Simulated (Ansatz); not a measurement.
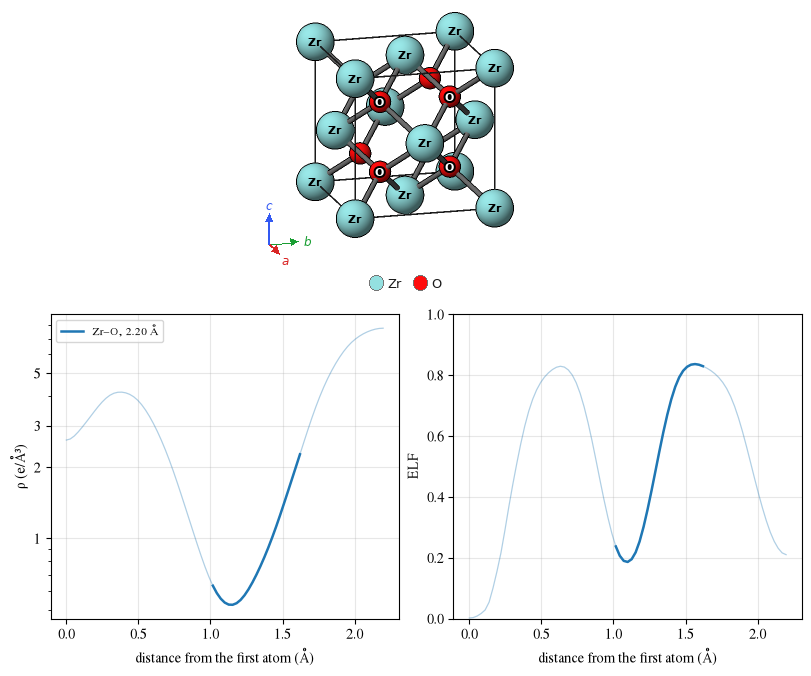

*ZrO2. Valence pseudo-density and electron localisation function along straight lines between neighbouring atoms. Thin, pale parts lie inside the atomic spheres. The structure is drawn too.*

Space group Fm-3m; computed pressure about 6 GPa in this cell.

These are results of Ansatz 0.2.0, DFT PBE, scalar-relativistic, plane waves, PAW, not measurements.

In a PAW calculation such maps are meaningful between the atoms, not at the nuclei.

What can be read from the curves?

Zr–O (2.20 Å): ρ is about 0.54 e/Å³ halfway; the ELF peaks at about 0.85 in the valence shell of O, 0.6 Å from its nucleus, and drops to about 0.20 between the two atoms: no shared electron pair shows on this line.
